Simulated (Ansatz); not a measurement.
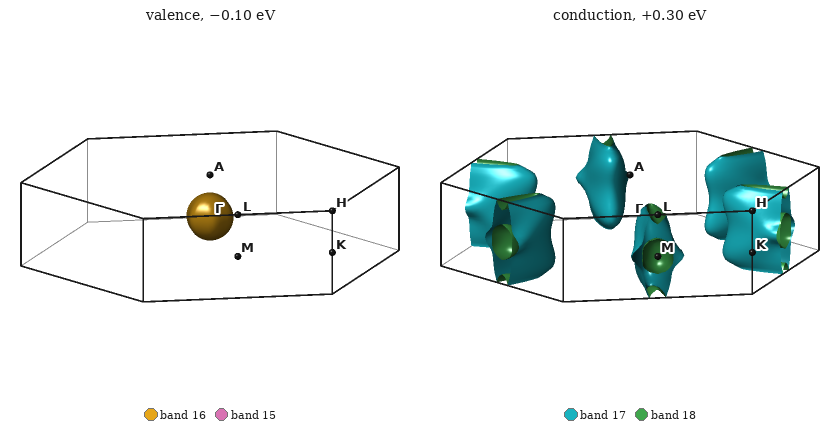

Si (P6_3/mmc): constant-energy surfaces at both band edges (energies from each edge).

The calculation used DFT PBE, scalar-relativistic, plane waves, PAW; levels and slopes on a dense k mesh at the converged density (Ansatz 0.2.0). No spin polarisation. k mesh for the levels: 36×36×10. The geometry was not relaxed (largest force 0.3 eV/Å).

Masses come from a second pass at points close to the extrema; at the energies drawn a band may no longer be parabolic.

> What kind of gap has this crystal, and what size does the calculation give?

The gap is indirect, 0.57 eV at this level of theory (semilocal functionals give gaps that are too small, and can reorder valleys that lie close).

> Give the valleys and their effective masses.

Valence band (extrema up to 0.10 eV from the edge): one maximum at Γ, two bands meeting there, with masses of 0.14 and 0.76 mₑ along x, 0.14 and 0.77 mₑ along y and 0.69 mₑ along z. Band 16 forms the valence edge; band 15 meets it there.
Conduction band (extrema up to 0.30 eV from the edge): six equivalent minima on the Γ–M line, principal masses 0.13, 0.72 and 1.59 mₑ. Band 17 forms the conduction edge; band 18 begins 0.11 eV higher (at M). The surfaces also take in M and L, where this band lies 0.03 and 0.22 eV above its edge, so they needn't be separate pockets. The surfaces have further parts: band 18 comes within 0.22 eV of the edge at L.

Where one band's surface lies inside another's, the outer one hides all or part of it.

Spin-orbit coupling, left out here, can split bands that meet at an edge and change their masses.

The run (self-consistency and the dense mesh) took 34 s on 2 threads of Intel(R) Xeon(R) 6975P-C (Granite Rapids), on a shared host, peak memory 1.4 GiB.
